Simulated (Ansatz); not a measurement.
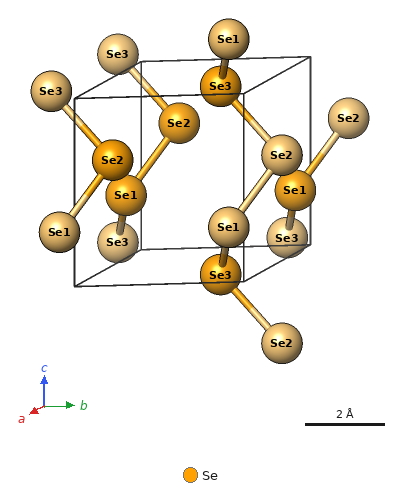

Figure 1. The input geometry (ball-and-stick view of the cell of the calculation, seen slightly off an axis; neighbours outside the cell are drawn fainter; atoms are numbered from 1 in the order of the input). An atom can appear more than once, as a periodic image. Near neighbours in the periodic cell (some may lie outside the picture): Se has 2 Se at 2.37 Å.

**Se: geometry relaxation (part 1 of 2)**

The run: geometry relaxation of Se (P3₁21, 3 atoms in the cell). Method and program: DFT PBE, scalar-relativistic, plane waves, PAW, no spin polarisation (Ansatz 0.2.0).

The structure derives from an entry of the Crystallography Open Database. Figures and captions count atoms from 1; the log counts them from 0 in places.

**Log**
```
Engine: ansatz 0.2.0, aarch64-unknown-linux-gnu
Pseudopotentials: kind: paw
Pseudopotential: Se, paw, valence charge 16, recommended cutoff 420 eV (normal), Se.paw.azcp
Functional definition: PBE
  parameter kappa = 0.804
  parameter beta = 0.06672455060314922
  exchange = pbe_x(kappa = kappa, mu = beta*pi^2/3)
  correlation = pbe_c(beta = beta)
Crystal: 3 atoms, lattice volume = 81.782 Å³
Basis set: ecut = 420 eV, 1583 PW (Γ), exchange–correlation on 60×60×72 points (8 copies of the dense FFT grid, shifted against one another)
Bands: 29, of which v1, the nominal top of the filled ones, is band 24 counted from 1 (23 counted from 0)
Symmetry: 6 space group operations
Space group: P3121 (ITA 152), of the structure as read, at distance tolerance 4.3e-5 Å
k-points: 34 of 216 (time reversal used)
Non-local potential: Se, projectors of the file, l = 0: 2, l = 1: 2, l = 2: 3, l = 3: 1
PAW form: soft (Blöchl's): semilocal exchange-correlation on the pseudo side does not see the compensation charge
PAW one-centre angular grid: Se, 590 points (default); XC on 64 Gauss nodes
Initial density: superposition of atomic densities (neutral atoms: chi_scale 0, normalization atom), corrected by the library's trained network
Initial wavefunctions: pseudopotential atomic-orbital guess
Functional: x = pbe(κ = 0.804, μ = 0.2195149727645171), c = pbe(β = 0.06672455060314922)
SCF iter   1: F=—  HF=-16407.198063 eV  |F-HF|=—  |Δ(HF+E_count)|=         —  Δρ=1.32e-3  dr2=9.10e-4  ethr=1.77e-3  ⟨swp⟩=6.2  Hψ=4270  notcnv=0
preconditioner: auto → Resta (q_TF=auto, 2.496 Å⁻¹)  ε∞=3.8  [insulator: Δε(μ)=1.016 eV  Ē_g=10.449 eV  σ=0.020 eV  W_gap=1.00  n_scr=20 (ndim 8)  ℏωp=17.4 eV  f_vac=0.095  D(μ)=0.00/eV (n_scr^D=0)  ε∞_Penn≈3.8]
SCF iter   2: F=—  HF=-16407.198466 eV  |F-HF|=—  |Δ(HF+E_count)|=   4.03e-4  Δρ=7.98e-4  dr2=3.34e-4  ethr=1.90e-6  ⟨swp⟩=2.1  Hψ=2212  notcnv=0  defer=34
SCF iter   3: F=—  HF=-16407.198819 eV  |F-HF|=—  |Δ(HF+E_count)|=   3.53e-4  Δρ=2.55e-4  dr2=4.24e-5  ethr=6.97e-7  ⟨swp⟩=3.0  Hψ=1904  notcnv=0  defer=34
SCF iter   4: F=—  HF=-16407.198875 eV  |F-HF|=—  |Δ(HF+E_count)|=   5.57e-5  Δρ=7.16e-5  dr2=2.75e-6  ethr=8.84e-8  ⟨swp⟩=2.0  Hψ=1258  notcnv=0  defer=34
SCF iter   5: F=—  HF=-16407.198877 eV  |F-HF|=—  |Δ(HF+E_count)|=   2.22e-6  Δρ=1.83e-5  dr2=3.60e-7  ethr=5.74e-9  ⟨swp⟩=2.0  Hψ=1768  notcnv=0  defer=34
SCF iter   6: F=-16407.198877 eV  HF=-16407.198877 eV  |F-HF|=4.78e-8  |Δ(HF+E_count)|=   6.65e-8  Δρ=6.86e-6  dr2=4.63e-8  ethr=2.08e-10  ⟨swp⟩=11.1  Hψ=8395  notcnv=0
SCF 1 converged in 6 iterations: F = -16407.198877 eV  dr2 = 4.63e-8
  Residual-converged pass: ⟨swp⟩=1.0  Hψ=1123  notcnv=0  max |occ|·‖R‖ = 7.0e-9 eV (tolerance 1.0e-8 eV)  dr2=4.63e-8  dr2_onsite=6.11e-8  max |Δocc| = 4.9e-296
  greatest PAW one-centre occupation: 1.000 electrons in one spin orbital (limit 2), on the Se atom at site 0 (counted from 0), in its partial waves of l = 2
relax step   1: F+E_penalty+E_count = -16407.19887706 eV  Δ(F+E_penalty+E_count) = +0.000e0 eV  max|allowed force component| = 4.005e-1 eV/Å  Δτ_max = 0.0000 Å  P = +2.783 GPa  Ω = 81.782 Å³  (6 SCF iters, dr2 threshold 1.00e-7 eV, accepted)
Crystal: 3 atoms, lattice volume = 89.304 Å³
Basis set: ecut = 420 eV, 1787 PW (Γ), exchange–correlation on 60×60×72 points (8 copies of the dense FFT grid, shifted against one another)
Initial density: handed on by an earlier stage of this run
Initial wavefunctions: those handed on with the density
iter 1 solved again at ethr=1.14e-5 eV; its pass at ethr=3.10e-3 eV (dr2=5.46e-3 eV) is discarded
SCF iter   1: F=—  HF=-16407.233379 eV  |F-HF|=—  |Δ(HF+E_count)|=         —  Δρ=2.75e-3  dr2=5.53e-3  ethr=1.14e-5  ⟨swp⟩=2.0  Hψ=6039  notcnv=0
preconditioner: auto → Resta (q_TF=auto, 2.460 Å⁻¹)  ε∞=3.7  [insulator: Δε(μ)=0.891 eV  Ē_g=10.189 eV  σ=0.020 eV  W_gap=1.00  n_scr=22 (ndim 8)  ℏωp=16.7 eV  f_vac=0.138  D(μ)=0.00/eV (n_scr^D=0)  ε∞_Penn≈3.7]
SCF iter   2: F=—  HF=-16407.233191 eV  |F-HF|=—  |Δ(HF+E_count)|=   1.88e-4  Δρ=1.61e-3  dr2=2.09e-3  ethr=1.14e-5  ⟨swp⟩=2.0  Hψ=1103  notcnv=0
SCF iter   3: F=—  HF=-16407.233460 eV  |F-HF|=—  |Δ(HF+E_count)|=   2.69e-4  Δρ=2.60e-4  dr2=6.39e-5  ethr=4.35e-6  ⟨swp⟩=2.0  Hψ=1462  notcnv=0
SCF iter   4: F=—  HF=-16407.233481 eV  |F-HF|=—  |Δ(HF+E_count)|=   2.10e-5  Δρ=1.12e-4  dr2=1.14e-5  ethr=1.33e-7  ⟨swp⟩=2.0  Hψ=1802  notcnv=0
SCF iter   5: F=—  HF=-16407.233504 eV  |F-HF|=—  |Δ(HF+E_count)|=   2.25e-5  Δρ=3.01e-5  dr2=1.09e-6  ethr=2.38e-8  ⟨swp⟩=2.0  Hψ=1802  notcnv=0
SCF iter   6: F=-16407.233505 eV  HF=-16407.233505 eV  |F-HF|=1.73e-7  |Δ(HF+E_count)|=   1.64e-6  Δρ=1.07e-5  dr2=8.93e-8  ethr=6.25e-10  ⟨swp⟩=12.1  Hψ=9929  notcnv=0
SCF 2 converged in 6 iterations: F = -16407.233505 eV  dr2 = 8.93e-8
  greatest PAW one-centre occupation: 1.000 electrons in one spin orbital (limit 2), on the Se atom at site 2 (counted from 0), in its partial waves of l = 2
relax step   2: F+E_penalty+E_count = -16407.23350532 eV  Δ(F+E_penalty+E_count) = -3.463e-2 eV  max|allowed force component| = 8.261e-3 eV/Å  Δτ_max = 0.0296 Å  P = -0.356 GPa  Ω = 89.304 Å³  energy of the carried Pulay correction = -4.227e-4 eV  (6 SCF iters, dr2 threshold 3.00e-7 eV, accepted)
Crystal: 3 atoms, lattice volume = 88.300 Å³
Basis set: ecut = 420 eV, 1739 PW (Γ), exchange–correlation on 60×60×72 points (8 copies of the dense FFT grid, shifted against one another)
iter 1 solved again at ethr=8.81e-7 eV; its pass at ethr=3.10e-3 eV (dr2=4.23e-4 eV) is discarded
SCF iter   1: F=—  HF=-16407.236619 eV  |F-HF|=—  |Δ(HF+E_count)|=         —  Δρ=8.21e-4  dr2=4.51e-4  ethr=8.81e-7  ⟨swp⟩=3.0  Hψ=5885  notcnv=0
preconditioner: auto → Resta (q_TF=auto, 2.465 Å⁻¹)  ε∞=3.7  [insulator: Δε(μ)=0.969 eV  Ē_g=10.216 eV  σ=0.020 eV  W_gap=1.00  n_scr=20 (ndim 8)  ℏωp=16.8 eV  f_vac=0.124  D(μ)=0.00/eV (n_scr^D=0)  ε∞_Penn≈3.7]
SCF iter   2: F=—  HF=-16407.236568 eV  |F-HF|=—  |Δ(HF+E_count)|=   5.08e-5  Δρ=4.56e-4  dr2=1.53e-4  ethr=8.81e-7  ⟨swp⟩=1.0  Hψ=986  notcnv=0
SCF iter   3: F=—  HF=-16407.236535 eV  |F-HF|=—  |Δ(HF+E_count)|=   3.32e-5  Δρ=5.76e-5  dr2=3.22e-6  ethr=3.18e-7  ⟨swp⟩=2.0  Hψ=1292  notcnv=0
SCF iter   4: F=—  HF=-16407.236536 eV  |F-HF|=—  |Δ(HF+E_count)|=   7.10e-7  Δρ=3.16e-5  dr2=8.86e-7  ethr=6.25e-10  ⟨swp⟩=12.9  Hψ=10464  notcnv=0
SCF iter   5: F=-16407.236537 eV  HF=-16407.236537 eV  |F-HF|=1.68e-7  |Δ(HF+E_count)|=   8.31e-7  Δρ=1.25e-5  dr2=1.82e-7  ethr=6.25e-10  ⟨swp⟩=9.9  Hψ=8624  notcnv=0
SCF 3 converged in 5 iterations: F = -16407.236537 eV  dr2 = 1.82e-7
  greatest PAW one-centre occupation: 1.000 electrons in one spin orbital (limit 2), on the Se atom at site 1 (counted from 0), in its partial waves of l = 2
relax step   3: F+E_penalty+E_count = -16407.23653678 eV  Δ(F+E_penalty+E_count) = -3.031e-3 eV  max|allowed force component| = 1.638e-2 eV/Å  Δτ_max = 0.0081 Å  P = -0.063 GPa  Ω = 88.300 Å³  energy of the carried Pulay correction = -3.684e-4 eV  (5 SCF iters, dr2 threshold 3.00e-7 eV, accepted)
Crystal: 3 atoms, lattice volume = 88.394 Å³
iter 1 solved again at ethr=4.74e-8 eV; its pass at ethr=3.10e-3 eV (dr2=2.27e-5 eV) is discarded
SCF iter   1: F=—  HF=-16407.236788 eV  |F-HF|=—  |Δ(HF+E_count)|=         —  Δρ=1.78e-4  dr2=2.89e-5  ethr=4.74e-8  ⟨swp⟩=3.0  Hψ=5808  notcnv=0
preconditioner: auto → Resta (q_TF=auto, 2.464 Å⁻¹)  ε∞=3.7  [insulator: Δε(μ)=0.993 eV  Ē_g=10.221 eV  σ=0.020 eV  W_gap=1.00  n_scr=20 (ndim 8)  ℏωp=16.8 eV  f_vac=0.125  D(μ)=0.00/eV (n_scr^D=0)  ε∞_Penn≈3.7]
SCF iter   2: F=—  HF=-16407.236761 eV  |F-HF|=—  |Δ(HF+E_count)|=   2.65e-5  Δρ=9.84e-5  dr2=9.62e-6  ethr=4.74e-8  ⟨swp⟩=1.0  Hψ=986  notcnv=0
SCF iter   3: F=—  HF=-16407.236761 eV  |F-HF|=—  |Δ(HF+E_count)|=   5.48e-7  Δρ=1.56e-5  dr2=2.26e-7  ethr=2.00e-8  ⟨swp⟩=2.0  Hψ=1292  notcnv=0
SCF iter   4: F=-16407.236761 eV  HF=-16407.236761 eV  |F-HF|=9.26e-8  |Δ(HF+E_count)|=   2.37e-8  Δρ=1.02e-5  dr2=8.80e-8  ethr=2.14e-10  ⟨swp⟩=10.9  Hψ=9346  notcnv=0
SCF 4 converged in 4 iterations: F = -16407.236761 eV  dr2 = 8.80e-8
relax step   4: F+E_penalty+E_count = -16407.23676098 eV  Δ(F+E_penalty+E_count) = -2.242e-4 eV  max|allowed force component| = 1.034e-2 eV/Å  Δτ_max = 0.0008 Å  P = +0.006 GPa  Ω = 88.394 Å³  energy of the carried Pulay correction = -3.735e-4 eV  (4 SCF iters, dr2 threshold 1.03e-7 eV, accepted)
Crystal: 3 atoms, lattice volume = 88.883 Å³
iter 1 solved again at ethr=1.16e-7 eV; its pass at ethr=3.10e-3 eV (dr2=5.59e-5 eV) is discarded
SCF iter   1: F=—  HF=-16407.236966 eV  |F-HF|=—  |Δ(HF+E_count)|=         —  Δρ=2.82e-4  dr2=5.56e-5  ethr=1.16e-7  ⟨swp⟩=3.0  Hψ=5857  notcnv=0
preconditioner: auto → Resta (q_TF=auto, 2.462 Å⁻¹)  ε∞=3.7  [insulator: Δε(μ)=1.021 eV  Ē_g=10.223 eV  σ=0.020 eV  W_gap=1.00  n_scr=20 (ndim 8)  ℏωp=16.7 eV  f_vac=0.129  D(μ)=0.00/eV (n_scr^D=0)  ε∞_Penn≈3.7]
SCF iter   2: F=—  HF=-16407.236938 eV  |F-HF|=—  |Δ(HF+E_count)|=   2.78e-5  Δρ=1.52e-4  dr2=1.61e-5  ethr=1.16e-7  ⟨swp⟩=1.7  Hψ=1202  notcnv=0
SCF iter   3: F=—  HF=-16407.236941 eV  |F-HF|=—  |Δ(HF+E_count)|=   2.23e-6  Δρ=2.46e-5  dr2=5.29e-7  ethr=3.34e-8  ⟨swp⟩=2.0  Hψ=1802  notcnv=0
SCF iter   4: F=—  HF=-16407.236940 eV  |F-HF|=—  |Δ(HF+E_count)|=   3.37e-7  Δρ=1.24e-5  dr2=1.12e-7  ethr=1.10e-9  ⟨swp⟩=2.0  Hψ=1802  notcnv=0
SCF iter   5: F=—  HF=-16407.236940 eV  |F-HF|=—  |Δ(HF+E_count)|=   1.06e-7  Δρ=2.24e-6  dr2=5.21e-9  ethr=1.39e-11  ⟨swp⟩=6.5  Hψ=7018  notcnv=0
SCF iter   6: F=-16407.236940 eV  HF=-16407.236940 eV  |F-HF|=5.71e-10  |Δ(HF+E_count)|=  6.73e-10  Δρ=5.70e-7  dr2=3.43e-10  ethr=1.09e-11  ⟨swp⟩=7.0  Hψ=6015  notcnv=0
SCF 5 converged in 6 iterations: F = -16407.236940 eV  dr2 = 3.43e-10
relax step   5: F+E_penalty+E_count = -16407.23694031 eV  Δ(F+E_penalty+E_count) = -1.793e-4 eV  max|allowed force component| = 1.326e-3 eV/Å  Δτ_max = 0.0036 Å  P = +0.047 GPa  Ω = 88.883 Å³  energy of the carried Pulay correction = -4.000e-4 eV  (6 SCF iters, dr2 threshold 6.68e-9 eV, accepted)
Crystal: 3 atoms, lattice volume = 89.464 Å³
iter 1 solved again at ethr=9.38e-8 eV; its pass at ethr=3.10e-3 eV (dr2=4.50e-5 eV) is discarded
SCF iter   1: F=—  HF=-16407.237032 eV  |F-HF|=—  |Δ(HF+E_count)|=         —  Δρ=2.42e-4  dr2=3.04e-5  ethr=9.38e-8  ⟨swp⟩=3.0  Hψ=5861  notcnv=0
preconditioner: auto → Resta (q_TF=auto, 2.459 Å⁻¹)  ε∞=3.7  [insulator: Δε(μ)=1.032 eV  Ē_g=10.218 eV  σ=0.020 eV  W_gap=1.00  n_scr=20 (ndim 8)  ℏωp=16.7 eV  f_vac=0.133  D(μ)=0.00/eV (n_scr^D=0)  ε∞_Penn≈3.7]
SCF iter   2: F=—  HF=-16407.237007 eV  |F-HF|=—  |Δ(HF+E_count)|=   2.49e-5  Δρ=1.33e-4  dr2=8.95e-6  ethr=6.34e-8  ⟨swp⟩=1.0  Hψ=986  notcnv=0
SCF iter   3: F=—  HF=-16407.237010 eV  |F-HF|=—  |Δ(HF+E_count)|=   2.49e-6  Δρ=1.74e-5  dr2=1.90e-7  ethr=1.86e-8  ⟨swp⟩=2.6  Hψ=1677  notcnv=0
SCF iter   4: F=—  HF=-16407.237010 eV  |F-HF|=—  |Δ(HF+E_count)|=   8.00e-8  Δρ=8.71e-6  dr2=6.50e-8  ethr=3.97e-10  ⟨swp⟩=2.0  Hψ=1802  notcnv=0
SCF iter   5: F=-16407.237010 eV  HF=-16407.237010 eV  |F-HF|=4.15e-9  |Δ(HF+E_count)|=   5.63e-8  Δρ=1.66e-6  dr2=2.54e-9  ethr=1.97e-11  ⟨swp⟩=6.3  Hψ=6511  notcnv=0
SCF 6 converged in 5 iterations: F = -16407.237010 eV  dr2 = 2.54e-9
relax step   6: F+E_penalty+E_count = -16407.23700961 eV  Δ(F+E_penalty+E_count) = -6.930e-5 eV  max|allowed force component| = 3.053e-4 eV/Å  Δτ_max = 0.0039 Å  P = +0.009 GPa  Ω = 89.464 Å³  energy of the carried Pulay correction = -4.313e-4 eV  (5 SCF iters, dr2 threshold 9.46e-9 eV, accepted)
Basis set: ecut = 420 eV, 1787 PW (Γ), exchange–correlation on 64×64×72 points (8 copies of the dense FFT grid, shifted against one another)
Initial wavefunctions: pseudopotential atomic-orbital guess (no wavefunctions were taken with the density)
iter 1 solved again at ethr=2.98e-7 eV; its pass at ethr=3.10e-3 eV (dr2=1.43e-4 eV) is discarded
SCF iter   1: F=—  HF=-16407.213359 eV  |F-HF|=—  |Δ(HF+E_count)|=         —  Δρ=1.00e-3  dr2=3.06e-5  ethr=2.98e-7  ⟨swp⟩=2.6  Hψ=6361  notcnv=0
preconditioner: auto → Resta (q_TF=auto, 2.459 Å⁻¹)  ε∞=3.7  [insulator: Δε(μ)=1.033 eV  Ē_g=10.223 eV  σ=0.020 eV  W_gap=1.00  n_scr=20 (ndim 8)  ℏωp=16.7 eV  f_vac=0.134  D(μ)=0.00/eV (n_scr^D=0)  ε∞_Penn≈3.7]
SCF iter   2: F=—  HF=-16407.231149 eV  |F-HF|=—  |Δ(HF+E_count)|=   1.78e-2  Δρ=5.06e-4  dr2=5.08e-6  ethr=6.37e-8  ⟨swp⟩=2.0  Hψ=1462  notcnv=0
SCF iter   3: F=—  HF=-16407.237077 eV  |F-HF|=—  |Δ(HF+E_count)|=   5.93e-3  Δρ=1.13e-4  dr2=7.52e-7  ethr=1.06e-8  ⟨swp⟩=3.0  Hψ=2040  notcnv=0
SCF iter   4: F=—  HF=-16407.237370 eV  |F-HF|=—  |Δ(HF+E_count)|=   2.94e-4  Δρ=2.09e-5  dr2=1.61e-7  ethr=1.57e-9  ⟨swp⟩=2.0  Hψ=1802  notcnv=0
SCF iter   5: F=—  HF=-16407.237379 eV  |F-HF|=—  |Δ(HF+E_count)|=   8.62e-6  Δρ=4.18e-6  dr2=3.06e-8  ethr=3.35e-10  ⟨swp⟩=2.0  Hψ=1802  notcnv=0
SCF iter   6: F=—  HF=-16407.237379 eV  |F-HF|=—  |Δ(HF+E_count)|=   7.04e-8  Δρ=5.19e-7  dr2=2.63e-10  ethr=6.38e-11  ⟨swp⟩=2.0  Hψ=1292  notcnv=0
SCF iter   7: F=-16407.237379 eV  HF=-16407.237379 eV  |F-HF|=7.28e-12  |Δ(HF+E_count)|=   1.36e-9  Δρ=1.36e-7  dr2=2.78e-11  ethr=1.00e-12  ⟨swp⟩=6.0  Hψ=4926  notcnv=0
SCF 7 converged in 7 iterations: F = -16407.237379 eV  dr2 = 2.78e-11
relax step   7: F+E_penalty+E_count = -16407.23737876 eV  Δ(F+E_penalty+E_count) = -3.692e-4 eV  max|allowed force component| = 4.795e-6 eV/Å  Δτ_max = 0.0000 Å  P = +0.006 GPa  Ω = 89.464 Å³  stress off target by 9.27e-3 GPa  SCF on the basis re-selected at this cell (its energy is not comparable with the rows above)  (7 SCF iters)
```

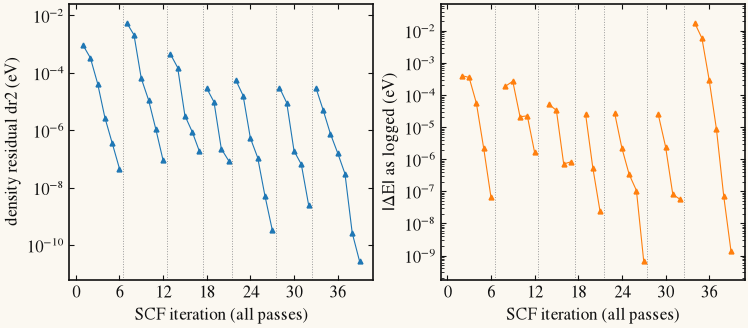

Figure 2. Convergence of the self-consistent field: density residual dr2 and size of the energy change against the SCF iteration. The dotted lines part the SCF passes of the relaxation: geometry steps, rejected trials and re-solves on a re-selected basis. The 7 passes take 4 to 7 iterations each, 39 in all.
